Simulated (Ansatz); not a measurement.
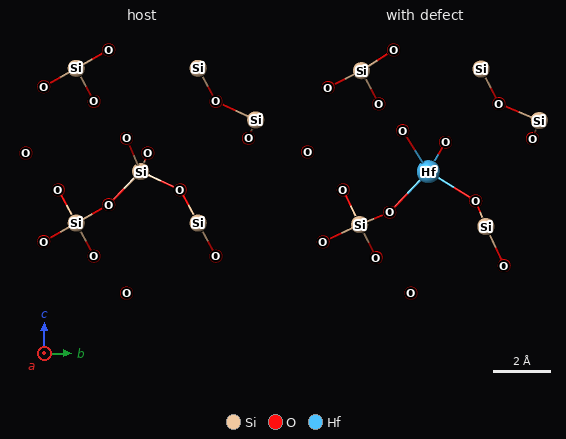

Left: perfect SiO2. Right: the same region with one point defect, after relaxing the atoms in a supercell of 72 sites. Style: ball-and-stick. Shown: the atoms within 4.6 Å of one point, in a slice 4.2 Å thick across the line of sight, along the a axis.

Theory: DFT, PBEsol, PAW, plane waves in Ansatz. Set-up: plane-wave cutoff 420 eV; k-point mesh 1 × 1 × 1; mesh shifted by (0.25, 0.25, 0.25); collinear spin. Fermi-Dirac smearing of 0.01 eV. A uniform background neutralises the charged cell. The axes drawn are those of the host's conventional cell.

Question: Which defect is it?

Answer: A silicon atom is replaced by hafnium.

The charge state of the cell is −1.

Question: How does the lattice respond?

Answer: In the host the Si atom has 4 O at 1.62 Å; the Hf atom ends with 4 O at 1.98 to 1.99 Å. Of the host's atoms, an oxygen atom moves furthest from its site, by 0.66 Å. The Hf atom itself moves 0.18 Å from where it was put. The cell's net moment is 1.00 μB.

Limits of the set-up: the cell is charged, on a uniform background, and energies carry no finite-size correction.
